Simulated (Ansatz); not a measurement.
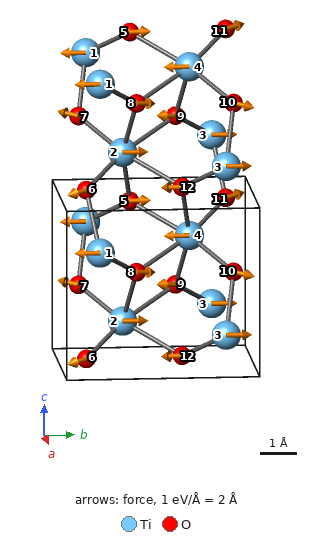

Starting geometry of crystalline TiO2 (set up in Pbcn) with the computed forces as orange arrows. The picture is a ball-and-stick view of the cell of the calculation, repeated 1 × 1 × 2 with one cell outlined, seen from a free direction.

The run lets cell and atoms move.

All numbers below come from Kohn-Sham DFT of a periodic cell, PBEsol, DFT+U, Ansatz PAW (Ansatz).

Input file:
```yaml
crystal:
  lattice:
    - [4.54534955, 0.0, 0.0]
    - [0.0, 5.51961944, 0.0]
    - [0.0, 0.0, 4.90919686]
  atoms:
    - { symbol: Ti, position: [0.0, 0.17299093, 0.75] }
    - { symbol: Ti, position: [0.5, 0.32700907, 0.25] }
    - { symbol: Ti, position: [0.0, 0.82700907, 0.25] }
    - { symbol: Ti, position: [0.5, 0.67299093, 0.75] }
    - { symbol: O, position: [0.27145062, 0.38172464, 0.91864908] }
    - { symbol: O, position: [0.77145062, 0.11827536, 0.08135092] }
    - { symbol: O, position: [0.22854938, 0.11827536, 0.41864908] }
    - { symbol: O, position: [0.72854938, 0.38172464, 0.58135092] }
    - { symbol: O, position: [0.27145062, 0.61827536, 0.41864908] }
    - { symbol: O, position: [0.77145062, 0.88172464, 0.58135092] }
    - { symbol: O, position: [0.22854938, 0.88172464, 0.91864908] }
    - { symbol: O, position: [0.72854938, 0.61827536, 0.08135092] }
hamiltonian:
  xc: pbesol
  pseudopotentials: { kind: paw }
  hubbard: { sites: [{ species: Ti, l: d, u_eff: 6.0 }] }
kpoints:
  mp_grid: { grid: [6, 5, 6] }
scf:
  occupations: { method: fermi_dirac, width: 0.05 }
output:
  forces: true
  stress: true
  eigenvalues: true
relax:
  f_tol: 0.01
  max_steps: 40
  cell: { stress_tol: 0.05 }
```

Launched with:
```bash
ansatz run input.yaml --threads 4 --pin off --max-ram 11264MiB --backend cpu --events-out ev --progress --plain --runs-dir out
```

Q: What follows when this structure is relaxed?

A: It isn't relaxed: the largest force vector, on Ti atoms, is 0.37 eV/Å. The atoms end up moving mostly along the starting forces (cosine between the two patterns 0.95). The energy falls by 5.6 meV per atom in 6 accepted moves (8 points after the start). The largest force component goes from 0.37 to 0.00016 eV/Å. Pressure: 2.82 GPa at the start and 0.00 GPa at the end. The SCF was repeated twice at an unchanged geometry on a basis and grid sized afresh for the cell, which shifted the energy by 0.5 meV per atom at most. The largest moves relative to the cell, 0.038 Å, are those of Ti1, Ti2, Ti3 and Ti4. Ti3 goes along +b. Largest moves by element: Ti 0.038 Å, O 0.019 Å. The drawn cell changes as follows: a 4.545 → 4.556 Å (+0.2 %), b 5.520 → 5.498 Å (−0.4 %), c 4.909 → 4.961 Å (+1.1 %); the volume changes by +0.9 %. Some distances before and after: Ti1–O10 2.085 → 2.040 Å, Ti1–O5 1.880 → 1.924 Å, Ti1–Ti3 3.110 → 3.080 Å, Ti1–O6 1.954 → 1.960 Å. Bond angles that change, for instance: O10–Ti1–O11 79.1° → 81.5°. The space group stays Pbcn (No. 60). The run took 52 s on 4 threads of Arm Neoverse V2, with other jobs on the host, peak memory 0.86 GiB.
